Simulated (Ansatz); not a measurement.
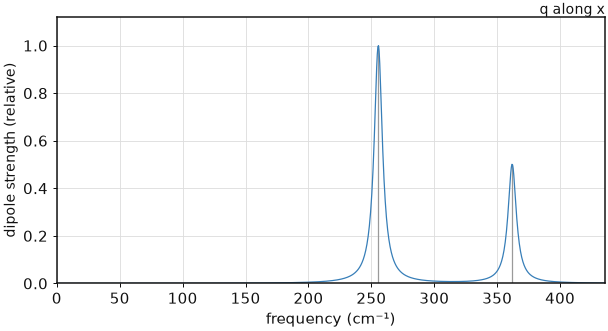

The figure shows the polar optical modes, transverse and longitudinal, approaching the zone centre along x for Li₂Se, space group Fm-3m (No. 225). Lines are broadened by Lorentzians of 8 cm⁻¹ full width; the spectrum is scaled to its strongest line.

Structure:
```
Li Se
1.0
     0.00000    3.03473    3.03473
     3.03473    0.00000    3.03473
     3.03473    3.03473    0.00000
Li Se
2 1
Direct
  0.25000 0.25000 0.25000
  0.75000 0.75000 0.75000
  0.00000 0.00000 0.00000
```

Method: optical phonons of an insulator on the approach to the zone centre along x, y and z with the field of polar modes, imaginary frequencies are negative, field response on a mesh refined by the program; plane waves with PAW datasets (Ansatz 0.2.0). Level: PBE, no spin polarisation.

wave cutoff 420 eV; k mesh 8×8×8; occupations fixed; pressure −1 GPa.

> Which of the stronger lines are transverse and which longitudinal?

The transverse (TO, twofold) lines lie at 255.5 and the longitudinal (LO) ones at 361.9 cm⁻¹, the same along x, y and z by the cubic symmetry.

The computed values:

| at | frequency (cm⁻¹) | degeneracy | dipole strength ((D/Å)²/amu) |
| --- | --- | --- | --- |
| x | 255.5 | 2 | 14.9 |
| x | 324.7 | 3 | 0 |
| x | 361.9 | 1 | 7.44 |
